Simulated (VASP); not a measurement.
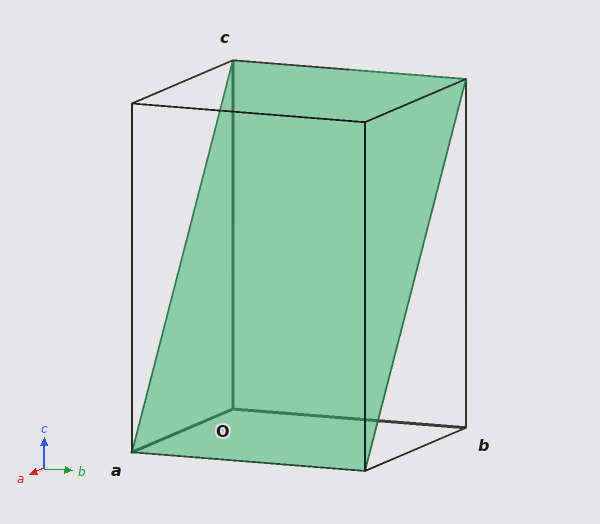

Crystal: CoO, an entry of the Crystallography Open Database, as set up for an electronic-structure calculation. Every member of one family of equally spaced planes, hx + ky + lz = a whole number, that cuts the unit cell is shaded (one member passes through the origin O, touching the cell only at an edge or corner). Symmetry computed with spglib at a tolerance of 0.002 Å; standard conventional cell.

a = 3.016 Å, b = 3.016 Å, c = 4.214 Å, α = 90.00°, β = 90.00°, γ = 90.00°.

Which (hkl) family is drawn?

(1 0 1); the opposite sign names the same planes. The member next to the origin meets the axes a at 1, b never, c at 1.

What is the spacing?

d = 2.453 Å.

The space group is I4/mmm, No. 139. How many reflections hkl are equivalent to this one (itself included), and does it occur?

8 reflections are equivalent in the Laue class 4/mmm. The space group allows the reflection.
